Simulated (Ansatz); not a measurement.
A series of calculations on Al₄₈O₇₃

**1. Relaxation**

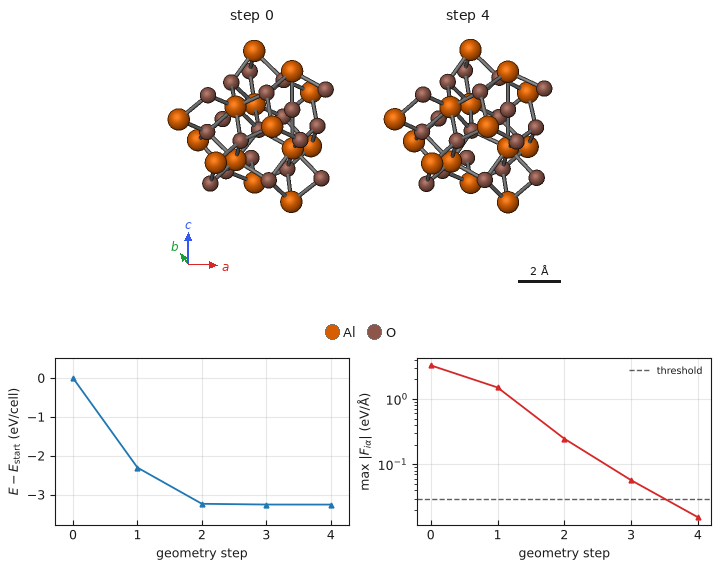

First and last geometry of a relaxation of a defect cell of composition Al48O73, with the history of the run. A ball-and-stick model of the atoms within 4.2 Å of the atom that moves most (axes of the cell of the calculation (origin shifted)), seen slightly off an axis.

These are results of Ansatz, DFT, PBEsol, PAW, plane waves, not measurements. Settings: plane-wave cutoff 420 eV; k-point mesh 1 × 1 × 1; mesh shifted by (0.25, 0.25, 0.25); no spin polarisation; atoms relaxed in a fixed cell; force threshold 0.03 eV/Å; at most 80 steps.

> What do the curves and the structures tell?

It converged. An O atom moves most: 0.20 Å along [−3 1 −1]. By element the largest moves are O 0.20 Å, Al 0.09 Å. The cell doesn't change. Near-neighbour distances that change, for instance: Al–O 1.821 → 1.955 Å, Al–O 1.863 → 1.984 Å, Al–O 1.847 → 1.952 Å, Al–O 1.869 → 1.953 Å. Bond angles that change, for instance: Al–O–Al 132.2° → 141.1°, O–Al–O 90.4° → 99.1°, O–Al–O 91.2° → 99.8°. The energy falls by 3.255 eV per cell of the calculation in 4 geometry steps. Largest force component: 3.3 eV/Å at the start, 0.015 eV/Å at the end. The run took 5.5 s on 1 × NVIDIA GB200 with 8 threads of Arm Neoverse-V2, peak memory 1.9 GiB.

**2. Relaxation**

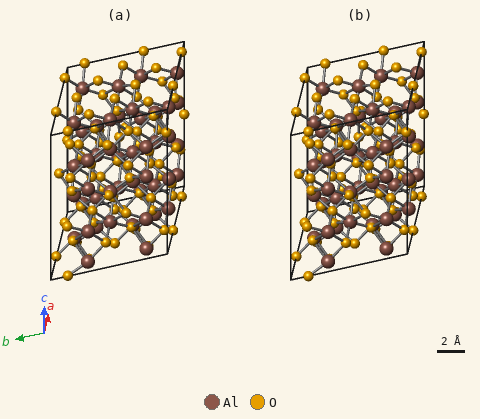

The structure of a defect cell of composition Al₄₈O₇₃ before (left) and after (right) a relaxation, at one scale.

The picture is a ball-and-stick view of the cell of the calculation (origin shifted), seen from a free direction.

All numbers below come from DFT, PBEsol, PAW, plane waves in Ansatz 0.2.0. (plane-wave cutoff 420 eV; k-point mesh 1 × 1 × 1; mesh shifted by (0.25, 0.25, 0.25); no spin polarisation; atoms relaxed in a fixed cell; force threshold 0.03 eV/Å; at most 80 steps)

**What changed between the two?**

The atom that moves furthest is an O atom (0.20 Å along [−3 1 −1]). By element the largest moves are O 0.20 Å, Al 0.09 Å. The cell doesn't change. Among the contacts that change: Al–O 1.821 → 1.954 Å, Al–O 1.863 → 1.983 Å, Al–O 1.847 → 1.952 Å, Al–O 1.888 → 1.984 Å. Among the angles between lasting bonds that change: Al–O–Al 131.3° → 141.2°, Al–O–Al 132.2° → 141.6°, Al–O–Al 132.2° → 141.2°. Over 4 geometry steps the energy falls by 3.255 eV per cell of the calculation. Largest force component: 3.3 eV/Å at the start, 0.017 eV/Å at the end. The run took 8.5 s on 1 × NVIDIA GB300 Max-Q with 8 threads of Arm Neoverse-V2, peak memory 2.1 GiB.

**3. Defect**

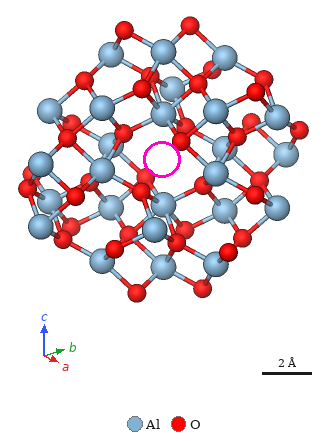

Perfect Al2O3. Style: ball-and-stick. Shown: the atoms within 6.0 Å of one point, in a slice 5.0 Å thick across the line of sight, slightly off an axis.

These are results of DFT, PBEsol, PAW, plane waves in Ansatz, not measurements. (plane-wave cutoff 420 eV; k-point mesh 1 × 1 × 1; mesh shifted by (0.25, 0.25, 0.25); no spin polarisation) Fermi-Dirac smearing of 0.01 eV. The axes drawn are those of the host's conventional cell.

An extra oxygen atom is put between the host's atoms (an interstitial) at the ringed place, in charge state 0. The supercell has 120 sites, and the atoms are relaxed at the host's cell.

> How do the neighbours respond?

The O atom starts with 6 O at 1.93 to 2.04 Å, 2 Al at 1.93 Å around its place and ends with 2 Al at 1.86 Å, 6 O at 2.15 to 2.17 Å. Of the host's atoms, an oxygen atom moves furthest from its site, by 0.19 Å. The O atom itself moves 0.05 Å from where it was put.

The relaxed defect, seen from the same direction:

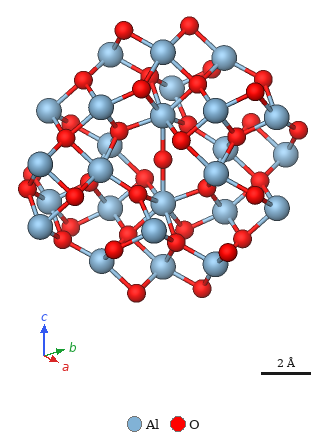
